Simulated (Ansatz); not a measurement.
# Does disorder add resistance in series? W(100) layers with 50 % Nb

Two lengths of the disordered region are known. What area resistance does the third give?

How it was computed: Ansatz 0.2.0, plane waves with PAW datasets at their recommended cutoffs (420 eV for most), Fermi-Dirac smearing; ballistic transmission by layer matching. The area resistance is RA = A (h/2e²)(1/T − 1/N), with T the zone-mean transmission per spin and N the lead's channels, both averaged over a few energies near the Fermi level; for magnets each spin is taken apart, with h/e², and the two conduct in parallel. Lateral cell 2x2, PBE, a fresh random draw for each length.

Results; the value marked ? is to be predicted:

```
length (Å)  channels N  RA (fΩ m²)
      6.33       5.448       0.604
      12.7       5.490       0.975
      19.0       5.448           ?
```

**Fit on the rows shown.**

Ohm's law makes RA linear in the length: the slope is (0.975 − 0.604)/(12.7 − 6.33) = 0.0586 fΩ m² per Å, or 59 µΩ cm. Then 0.975 + 0.0586 × 6.33. Predicted: 1.35 fΩ m².

Check against the run:

1.21 fΩ m², so the prediction is 11 % too high. The three lengths together give 48 µΩ cm. The two increments are 0.37 and 0.24 fΩ m²; with one draw for each length, their difference can't be told from scatter.

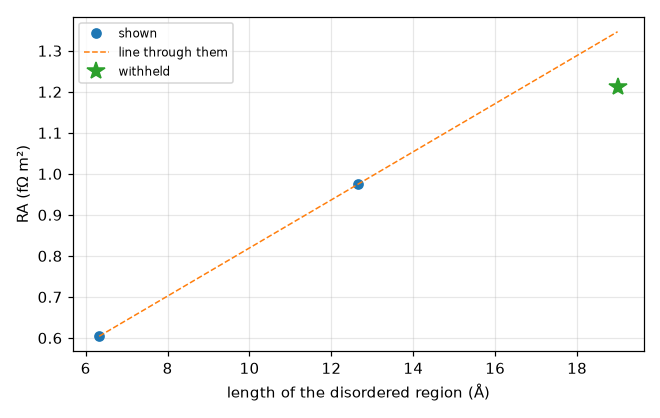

Area resistance against length.

**Limits.** The scatterers repeat sideways with the small cell. The slope is a raw one; a model of isotropic scattering puts it 1.03 times the bulk value over these lengths. Atoms sit unrelaxed on the host's lattice, and the pair may not mix at random in practice. Spin-orbit coupling is left out, which matters for W.

[Logs are printed without paths, hosts, clocks, repeated set-up lines and the standing remarks that a program may print on its own settings, such as how far it seeks lower states.]
